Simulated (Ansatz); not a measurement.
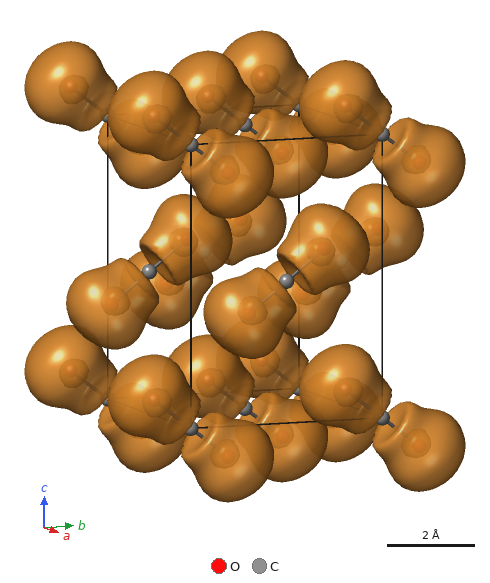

*CO2. Isosurface of the ELF at 0.65 (orange), seen slightly off an axis. Only the valence region is drawn (cores and ρ < 0.01 e/Å³ removed). Sticks mark near contacts.*

Space group Cmce; a structure from a database of computed crystals, not necessarily the ambient phase.

The calculation used Ansatz, Kohn-Sham DFT of a periodic cell, PBEsol, Ansatz PAW.

In a PAW calculation such maps are meaningful between the atoms, not at the nuclei.

Describe the localisation domains.

Answer. The ELF exceeds this value in eight regions on O in which the atom's valence shell and bonds are merged, counted in one cell of 12 atoms. Any copies at cell faces, edges or corners count once. Along the contacts the grid gives the following. C–O (1.17 Å): the ELF peaks at about 0.80 between the atoms (inside overlapping PAW spheres, so only a guide): a short, multiple covalent bond.

Does the calculation make it a metal, or give it a gap?

Answer. It is gapped, with a Kohn–Sham gap of 6.6 eV on the k-point mesh (the band edges may lie off the mesh, which would make the gap smaller).
